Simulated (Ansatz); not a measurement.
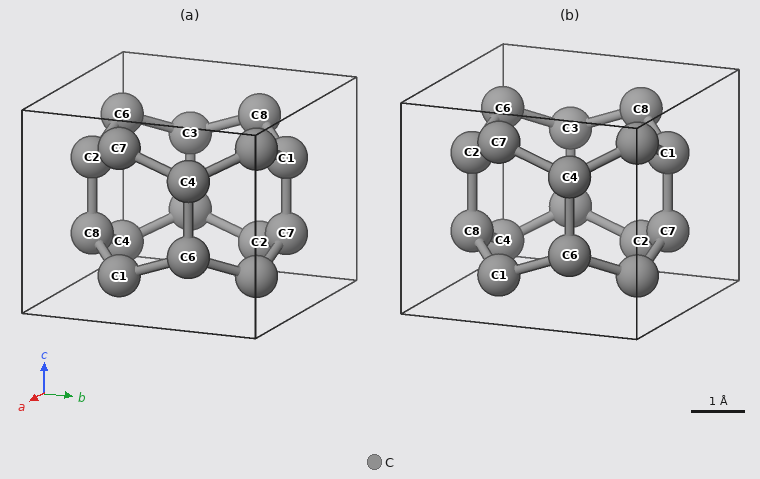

The structure of a crystal of C (a generated structure, set up in I4/mcm) (coarse preliminary run) before (left) and after (right) a relaxation, at one scale.

The picture is a ball-and-stick view of the conventional cell (2 times the calculation's cell), seen slightly off an axis. Lengths and directions refer to the drawn axes.

Theory: DFT PBE, scalar-relativistic, plane waves, PAW (Ansatz 0.2.0).

Input file:
```yaml
crystal:
  lattice:
    - [-2.44576933, 2.44576933, 2.01806047]
    - [2.44576933, -2.44576933, 2.01806047]
    - [2.44576933, 2.44576933, -2.01806047]
  atoms:
    - { symbol: C, position: [0.53858588, 0.03858588, 0.20355034] }
    - { symbol: C, position: [0.83503554, 0.33503554, 0.79644966] }
    - { symbol: C, position: [0.03858588, 0.83503554, 0.5] }
    - { symbol: C, position: [0.33503554, 0.53858588, 0.5] }
    - { symbol: C, position: [0.66496446, 0.46141412, 0.5] }
    - { symbol: C, position: [0.96141412, 0.16496446, 0.5] }
    - { symbol: C, position: [0.16496446, 0.66496446, 0.20355034] }
    - { symbol: C, position: [0.46141412, 0.96141412, 0.79644966] }
basis:
  ecutwfc: 420
kpoints:
  mp_grid: { grid: [6, 6, 6] }
hamiltonian:
  xc: pbe
scf:
  occupations: { method: gaussian, width: 0.1 }
  lower_state_search: "off"
output:
  forces: true
  stress: true
  eigenvalues: true
relax:
  adjacent_minimum: "off"
  f_tol: 0.04
  max_steps: 70
  cell: { stress_tol: 0.4 }
```

Command:
```bash
ansatz run input.yaml --threads 1 --pin off --max-ram 2560MiB --backend cpu --events-out ev --progress --plain --runs-dir out
```

**Summarise the run.**

The largest moves relative to the cell, 0.012 Å, are those of 8 atoms (C1, C2, C3, C4 and others). C4 goes along [−1 1 −1]. The volume changes by +6.0 %, with a = b 4.892 → 4.942 Å (+1.0 %), c 4.036 → 4.192 Å (+3.9 %). Some distances before and after: C1–C7 1.508 → 1.555 Å, C1–C5 1.537 → 1.576 Å, C1–C8 1.498 → 1.502 Å. The space group stays I4/mcm (No. 140). Over 4 accepted moves (6 points after the start) the energy falls by 45.7 meV per atom. Largest force component: 0.6 eV/Å at the start, 0.0076 eV/Å at the end. Pressure: 26.57 GPa at the start and 0.00 GPa at the end. At 2 points the geometry stayed and the basis and grid were re-selected for the new cell (energy shift of 3.0 meV per atom at most each time).
